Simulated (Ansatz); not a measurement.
## Run report: GaN, geometry relaxation (part 2 of 2)

The same run, continued: GaN (P6₃mc, 4 atoms in the cell); DFT LDA, scalar-relativistic, plane waves, PAW, no spin polarisation (Ansatz 0.2.0); cutoff 420 eV, 12×12×6 k-mesh, Gaussian smearing of 0.02 eV. The structure derives from an entry of the Crystallography Open Database.

Geometry of the input (Å; fractional positions):
```
3.1800  0.0000  0.0000
-1.5900  2.7540  0.0000
0.0000  0.0000  5.1660
Ga 0.3333  0.6667  0.0000
Ga 0.6667  0.3333  0.5000
N  0.3333  0.6667  0.3750
N  0.6667  0.3333  0.8750
```

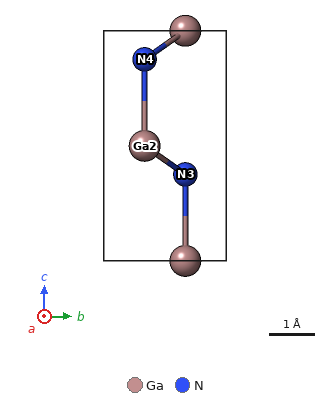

The geometry at step 3 of the log (ball-and-stick view of the cell of the calculation, along the a axis; atoms are numbered from 1 in the order of the input).

## Log, continued
```
relax step   5: F+E_penalty+E_count = -8164.19309902 eV  Δ(F+E_penalty+E_count) = +2.474e-5 eV  max|allowed force component| = 2.401e-4 eV/Å  Δτ_max = 0.0008 Å  P = -0.001 GPa  Ω = 44.231 Å³  energy of the carried Pulay correction = +4.148e-3 eV  (4 SCF iters, dr2 threshold 4.26e-8 eV, accepted)
Initial wavefunctions: pseudopotential atomic-orbital guess (no wavefunctions were taken with the density)
iter 1 solved again at ethr=2.32e-8 eV; its pass at ethr=3.10e-3 eV (dr2=8.34e-6 eV) is discarded
SCF iter   1: F=—  HF=-8164.189352 eV  |F-HF|=—  |Δ(HF+E_count)|=         —  Δρ=1.53e-4  dr2=1.64e-6  ethr=2.32e-8  ⟨swp⟩=3.0  Hψ=11929  notcnv=0
preconditioner: auto → Resta (q_TF=auto, 2.636 Å⁻¹)  ε∞=5.0  [insulator: Δε(μ)=2.125 eV  Ē_g=16.731 eV  σ=0.020 eV  W_gap=1.00  n_scr=22 (ndim 8)  ℏωp=33.5 eV  f_vac=0.006  D(μ)=0.00/eV (n_scr^D=0)  ε∞_Penn≈5.0]
SCF iter   2: F=—  HF=-8164.189351 eV  |F-HF|=—  |Δ(HF+E_count)|=   1.48e-6  Δρ=7.92e-5  dr2=5.01e-7  ethr=4.55e-9  ⟨swp⟩=3.0  Hψ=3038  notcnv=0
SCF iter   3: F=—  HF=-8164.189351 eV  |F-HF|=—  |Δ(HF+E_count)|=   1.47e-7  Δρ=2.16e-5  dr2=2.77e-8  ethr=1.39e-9  ⟨swp⟩=2.9  Hψ=3388  notcnv=0
SCF iter   4: F=—  HF=-8164.189351 eV  |F-HF|=—  |Δ(HF+E_count)|=   1.12e-8  Δρ=3.04e-6  dr2=2.53e-9  ethr=7.71e-11  ⟨swp⟩=2.0  Hψ=3037  notcnv=0
SCF iter   5: F=—  HF=-8164.189351 eV  |F-HF|=—  |Δ(HF+E_count)|=   1.41e-9  Δρ=7.86e-7  dr2=2.02e-10  ethr=7.03e-12  ⟨swp⟩=2.1  Hψ=2770  notcnv=0
SCF iter   6: F=-8164.189351 eV  HF=-8164.189351 eV  |F-HF|=9.09e-13  |Δ(HF+E_count)|=  3.33e-10  Δρ=2.87e-7  dr2=1.30e-11  ethr=1.00e-12  ⟨swp⟩=5.9  Hψ=8127  notcnv=0
SCF 6 converged in 6 iterations: F = -8164.189351 eV  dr2 = 1.30e-11
relax step   6: F+E_penalty+E_count = -8164.18935093 eV  Δ(F+E_penalty+E_count) = +3.748e-3 eV  max|allowed force component| = 3.607e-5 eV/Å  Δτ_max = 0.0000 Å  P = -0.118 GPa  Ω = 44.231 Å³  stress off target by 1.28e-1 GPa  SCF on the basis re-selected at this cell (its energy is not comparable with the rows above)  (6 SCF iters)
basis re-selected at this cell: Δ(F+E_penalty+E_count) = +3.748e-3 eV, ΔP = -0.117 GPa vs the last step (what re-selecting the basis moved, of the pressure what is left beyond the Pulay correction that the steps carried, after the strain that the cell walked since its last selection, with what the two solves' SCF thresholds leave and, on support functions, any second-order correction that the steps lacked; it is no measure of the basis error at this ecutwfc). This SCF's stress stands 1.28e-1 GPa from its target on what of the cell is left free (relax.cell.stress_tol is 5.00e-2 GPa) and its largest allowed force component is 3.61e-5 eV/Å (relax.f_tol is 5.00e-3 eV/Å): not within both, so this SCF does not close the relaxation
Crystal: 4 atoms, lattice volume = 44.206 Å³
iter 1 solved again at ethr=1.83e-8 eV; its pass at ethr=3.10e-3 eV (dr2=6.58e-6 eV) is discarded
SCF iter   1: F=—  HF=-8164.189467 eV  |F-HF|=—  |Δ(HF+E_count)|=         —  Δρ=1.17e-4  dr2=6.67e-6  ethr=1.83e-8  ⟨swp⟩=2.2  Hψ=8228  notcnv=0
preconditioner: auto → Resta (q_TF=auto, 2.637 Å⁻¹)  ε∞=5.0  [insulator: Δε(μ)=2.130 eV  Ē_g=16.735 eV  σ=0.020 eV  W_gap=1.00  n_scr=22 (ndim 8)  ℏωp=33.5 eV  f_vac=0.006  D(μ)=0.00/eV (n_scr^D=0)  ε∞_Penn≈5.0]
SCF iter   2: F=—  HF=-8164.189465 eV  |F-HF|=—  |Δ(HF+E_count)|=   1.90e-6  Δρ=2.50e-5  dr2=2.66e-7  ethr=1.83e-8  ⟨swp⟩=2.0  Hψ=2130  notcnv=0
SCF iter   3: F=—  HF=-8164.189465 eV  |F-HF|=—  |Δ(HF+E_count)|=   6.03e-8  Δρ=1.43e-5  dr2=7.75e-8  ethr=1.14e-10  ⟨swp⟩=7.0  Hψ=9410  notcnv=0
SCF iter   4: F=-8164.189465 eV  HF=-8164.189465 eV  |F-HF|=1.01e-8  |Δ(HF+E_count)|=   1.15e-8  Δρ=3.61e-6  dr2=4.49e-9  ethr=1.14e-10  ⟨swp⟩=7.0  Hψ=9283  notcnv=0
SCF 7 converged in 4 iterations: F = -8164.189465 eV  dr2 = 4.49e-9
relax step   7: F+E_penalty+E_count = -8164.18946458 eV  Δ(F+E_penalty+E_count) = -1.136e-4 eV  max|allowed force component| = 2.526e-5 eV/Å  Δτ_max = 0.0000 Å  P = -0.002 GPa  Ω = 44.206 Å³  energy of the carried Pulay correction = +1.040e-4 eV  (4 SCF iters, dr2 threshold 4.12e-8 eV, accepted)
iter 1 solved again at ethr=2.59e-8 eV; its pass at ethr=3.10e-3 eV (dr2=9.31e-6 eV) is discarded
SCF iter   1: F=—  HF=-8164.189332 eV  |F-HF|=—  |Δ(HF+E_count)|=         —  Δρ=5.96e-6  dr2=5.90e-9  ethr=2.59e-8  ⟨swp⟩=3.1  Hψ=11892  notcnv=0
preconditioner: auto → Resta (q_TF=auto, 2.637 Å⁻¹)  ε∞=5.0  [insulator: Δε(μ)=2.129 eV  Ē_g=16.735 eV  σ=0.020 eV  W_gap=1.00  n_scr=22 (ndim 8)  ℏωp=33.5 eV  f_vac=0.006  D(μ)=0.00/eV (n_scr^D=0)  ε∞_Penn≈5.0]
SCF iter   2: F=—  HF=-8164.189335 eV  |F-HF|=—  |Δ(HF+E_count)|=   3.09e-6  Δρ=3.01e-6  dr2=1.59e-9  ethr=1.64e-11  ⟨swp⟩=2.0  Hψ=3042  notcnv=0
SCF iter   3: F=—  HF=-8164.189335 eV  |F-HF|=—  |Δ(HF+E_count)|=  1.64e-11  Δρ=1.69e-6  dr2=5.17e-10  ethr=4.42e-12  ⟨swp⟩=2.2  Hψ=2689  notcnv=0
SCF iter   4: F=—  HF=-8164.189335 eV  |F-HF|=—  |Δ(HF+E_count)|=  1.58e-10  Δρ=4.23e-7  dr2=4.26e-11  ethr=1.44e-12  ⟨swp⟩=1.8  Hψ=2019  notcnv=0
SCF iter   5: F=-8164.189335 eV  HF=-8164.189335 eV  |F-HF|=0.00e0  |Δ(HF+E_count)|=  5.46e-12  Δρ=8.41e-8  dr2=4.12e-12  ethr=1.00e-12  ⟨swp⟩=5.0  Hψ=7323  notcnv=0
SCF 8 converged in 5 iterations: F = -8164.189335 eV  dr2 = 4.12e-12
relax step   8: F+E_penalty+E_count = -8164.18933520 eV  Δ(F+E_penalty+E_count) = +1.294e-4 eV  max|allowed force component| = 3.859e-5 eV/Å  Δτ_max = 0.0000 Å  P = -0.004 GPa  Ω = 44.206 Å³  stress off target by 5.44e-3 GPa  SCF on the basis re-selected at this cell (its energy is not comparable with the rows above)  (5 SCF iters)
basis re-selected at this cell: Δ(F+E_penalty+E_count) = +1.294e-4 eV, ΔP = -0.002 GPa vs the last step (what re-selecting the basis moved, of the pressure what is left beyond the Pulay correction that the steps carried, after the strain that the cell walked since its last selection, with what the two solves' SCF thresholds leave and, on support functions, any second-order correction that the steps lacked; it is no measure of the basis error at this ecutwfc). This SCF's stress stands 5.44e-3 GPa from its target on what of the cell is left free (relax.cell.stress_tol is 5.00e-2 GPa) and its largest allowed force component is 3.86e-5 eV/Å (relax.f_tol is 5.00e-3 eV/Å): within both
SCF converged after 5 iterations
Free energy (F): -8164.189335 eV
Harris-Foulkes:  -8164.189335 eV  (|F-HF|=0.00e0)
Internal energy: -8164.189335 eV  (E = F + TS)
E sigma→0 (E₀):  -8164.189335 eV
Fermi energy:    10.903727 eV
--- Per-component energies (eV) ---
  E_band       = -8.937732
  E_kinetic    = 496.114435
  E_local      = -3859.073811  (includes V_loc(G=0)·N_el)
  E_nonlocal   = 955.469120
  E_hartree    = 1774.930946
  E_xc         = -256.475900
  E_vxc        = -269.441277  (∫ρ·V_xc dr)
  E_paw        = -4070.212795  (= ΣΔE_a)
  E_vpaw       = -881.868046  (= ΣTr[D̂ρ^β])
  E_aug_tail   = 0.000032  (compensation charges beyond the density's cutoff)
  E_ewald      = -3208.558409
  E_core_change = 3.617048  (= ΣΔE_core)
  E_smearing   = -0.000000  (= −TS)
  E_closure    = 0.000000  (closes the sum)
  Σ components = -8164.189335   (vs F -8164.189335, Δ=0.00e0)
--- Forces (eV/Å), atoms counted from 1 ---
  atom   1  Ga     0.00000000    -0.00000000    -0.00003818
  atom   2  Ga     0.00000000     0.00000000    -0.00003818
  atom   3  N     -0.00000000    -0.00000000     0.00003900
  atom   4  N     -0.00000000     0.00000000     0.00003900
  max |Σ_I F_I| component: 1.64e-6 eV/Å
--- Stress (GPa, compression-positive) ---
       -0.005435       0.000000       0.000000
       -0.000000      -0.005435      -0.000000
       -0.000000       0.000000       0.000153
  P = ⅓ Tr σ = -0.0036 GPa (-0.036 kbar)
--- Band table (eV; the first three rows and the last of 76) ---
  k-point 0: bands = ["-6.3061", "-5.3455", "-3.7870", "-3.7700", "-3.7700", "-3.7037", "-3.7037", "-3.4938", "-3.4938", "-3.3864", "-3.3864", "-2.0135", "2.4780", "8.7547", "8.7547", "9.7864", "9.8394", "9.8394", "11.9680", "14.2116", "19.0525", "19.7452"]
  k-point 1: bands = ["-6.2197", "-5.3757", "-3.7686", "-3.7686", "-3.7650", "-3.7108", "-3.7108", "-3.4839", "-3.4839", "-3.3911", "-3.3911", "-2.3381", "3.0340", "8.8242", "8.8242", "8.9933", "9.7630", "9.7630", "12.6172", "14.2681", "18.8588", "19.7783"]
  k-point 2: bands = ["-5.9895", "-5.4861", "-3.7620", "-3.7620", "-3.7284", "-3.7284", "-3.6707", "-3.4591", "-3.4591", "-3.4058", "-3.4058", "-2.9460", "4.3313", "7.5319", "9.0156", "9.0156", "9.5581", "9.5581", "13.5948", "14.3652", "18.4524", "18.8617"]
  k-point 75: bands = ["-5.1662", "-5.1662", "-3.6424", "-3.6424", "-3.6243", "-3.6243", "-3.4731", "-3.4731", "-3.4452", "-3.4452", "-1.5079", "-1.5079", "3.4465", "3.4465", "5.4200", "5.4200", "8.2746", "8.2746", "16.3253", "16.3253", "17.0945", "17.0945"]
--- Relaxed structure (6 steps of the walk, 6 accepted, 2 SCFs on fresh bases) ---
  F+E_penalty+E_count = -8164.18933520 eV   max|allowed force component| = 3.859e-5 eV/Å   (the final SCF, on the basis selected at the relaxed cell)
  cell:  # Å, volume = 44.2058 Å³
    - [3.151808487213075, 5.216477762155893e-19, -5.813503484867928e-18]
    - [-1.5759042436065376, 2.729546217789924, 2.9067517424339637e-18]
    - [-9.444200944344631e-18, 6.608963327638931e-33, 5.138414633181941]
  atoms:
    - { symbol: Ga, position: [0.33333333333333337, 0.6666666666666667, -0.0007033891116497122] }
    - { symbol: Ga, position: [0.6666666666666667, 0.33333333333333337, 0.49929661088835026] }
    - { symbol: N, position: [0.33333333333333337, 0.6666666666666667, 0.3757033891116497] }
    - { symbol: N, position: [0.6666666666666667, 0.33333333333333337, 0.8757033891116498] }
```

## Trajectory as extended XYZ (Å, eV, eV/Å), 8 frames, from step=1 to step=8
```
4
Lattice="3.1800 0.0000 0.0000 -1.5900 2.7540 0.0000 0.0000 0.0000 5.1660" Properties=species:S:1:pos:R:3:forces:R:3 step=1 energy=-8164.17294 pressure_GPa=-4.46
Ga    0.0000    1.8360    0.0000    0.0000   0.0000  -0.1261
Ga    1.5900    0.9180    2.5830    0.0000   0.0000  -0.1261
N     0.0000    1.8360    1.9372    0.0000   0.0000   0.1261
N     1.5900    0.9180    4.5202    0.0000   0.0000   0.1261
4
Lattice="3.1623 0.0000 0.0000 -1.5812 2.7386 0.0000 0.0000 0.0000 5.1521" Properties=species:S:1:pos:R:3:forces:R:3 step=2 energy=-8164.18862 pressure_GPa=-1.78
Ga    0.0000    1.8258   -0.0002    0.0000   0.0000  -0.0927
Ga    1.5812    0.9129    2.5758    0.0000   0.0000  -0.0927
N     0.0000    1.8258    1.9323    0.0000   0.0000   0.0927
N     1.5812    0.9129    4.5083    0.0000   0.0000   0.0927
4
Lattice="3.1516 0.0000 0.0000 -1.5758 2.7293 0.0000 0.0000 0.0000 5.1388" Properties=species:S:1:pos:R:3:forces:R:3 step=3 energy=-8164.19311 pressure_GPa=0.13
Ga    0.0000    1.8196   -0.0021    0.0000   0.0000  -0.0350
Ga    1.5758    0.9098    2.5673    0.0000   0.0000  -0.0350
N     0.0000    1.8196    1.9292    0.0000   0.0000   0.0351
N     1.5758    0.9098    4.4986    0.0000   0.0000   0.0351
4
Lattice="3.1520 0.0000 0.0000 -1.5760 2.7297 0.0000 0.0000 0.0000 5.1393" Properties=species:S:1:pos:R:3:forces:R:3 step=4 energy=-8164.19312 pressure_GPa=0.06
Ga    0.0000    1.8198   -0.0028    0.0000   0.0000  -0.0178
Ga    1.5760    0.9099    2.5668    0.0000   0.0000  -0.0178
N     0.0000    1.8198    1.9301    0.0000   0.0000   0.0180
N     1.5760    0.9099    4.4997    0.0000   0.0000   0.0180
4
Lattice="3.1525 0.0000 0.0000 -1.5762 2.7301 0.0000 0.0000 0.0000 5.1391" Properties=species:S:1:pos:R:3:forces:R:3 step=5 energy=-8164.19310 pressure_GPa=-0.00
Ga    0.0000    1.8201   -0.0037    0.0000   0.0000   0.0003
Ga    1.5762    0.9100    2.5659    0.0000   0.0000   0.0003
N     0.0000    1.8201    1.9308    0.0000   0.0000  -0.0002
N     1.5762    0.9100    4.5004    0.0000   0.0000  -0.0002
4
Lattice="3.1525 0.0000 0.0000 -1.5762 2.7301 0.0000 0.0000 0.0000 5.1391" Properties=species:S:1:pos:R:3:forces:R:3 step=6 energy=-8164.18935 pressure_GPa=-0.12
Ga    0.0000    1.8201   -0.0037    0.0000   0.0000   0.0000
Ga    1.5762    0.9100    2.5659    0.0000   0.0000   0.0000
N     0.0000    1.8201    1.9308    0.0000   0.0000   0.0000
N     1.5762    0.9100    4.5004    0.0000   0.0000   0.0000
4
Lattice="3.1518 0.0000 0.0000 -1.5759 2.7295 0.0000 0.0000 0.0000 5.1384" Properties=species:S:1:pos:R:3:forces:R:3 step=7 energy=-8164.18947 pressure_GPa=-0.00
Ga    0.0000    1.8197   -0.0036    0.0000   0.0000   0.0000
Ga    1.5759    0.9098    2.5656    0.0000   0.0000   0.0000
N     0.0000    1.8197    1.9305    0.0000   0.0000   0.0000
N     1.5759    0.9098    4.4997    0.0000   0.0000   0.0000
4
Lattice="3.1518 0.0000 0.0000 -1.5759 2.7295 0.0000 0.0000 0.0000 5.1384" Properties=species:S:1:pos:R:3:forces:R:3 step=8 energy=-8164.18934 pressure_GPa=-0.00
Ga    0.0000    1.8197   -0.0036    0.0000   0.0000   0.0000
Ga    1.5759    0.9098    2.5656    0.0000   0.0000   0.0000
N     0.0000    1.8197    1.9305    0.0000   0.0000   0.0000
N     1.5759    0.9098    4.4997    0.0000   0.0000   0.0000
```

## Results in brief

- outcome: converged
- space group (tolerance 0.01 Å): P6₃mc (186)
- electrons treated: 36
- free energy: −8164.1893 eV
- Fermi energy: 10.904 eV
- gap on the k-point mesh: 2.13 eV
- pressure: 0.00 GPa
- final volume: 44.21 Å³
- largest force (length of the vector) at the end: under 0.001 eV/Å
- final cell: a = 3.152 Å, b = 3.152 Å, c = 5.138 Å, α = 90.00°, β = 90.00°, γ = 120.00°
- hardware: 1 thread of Intel Xeon @ 2.50GHz (Skylake/Cascade Lake), 192 GiB of memory available, shared host
- wall time: 82 s
- peak memory: 0.44 GiB
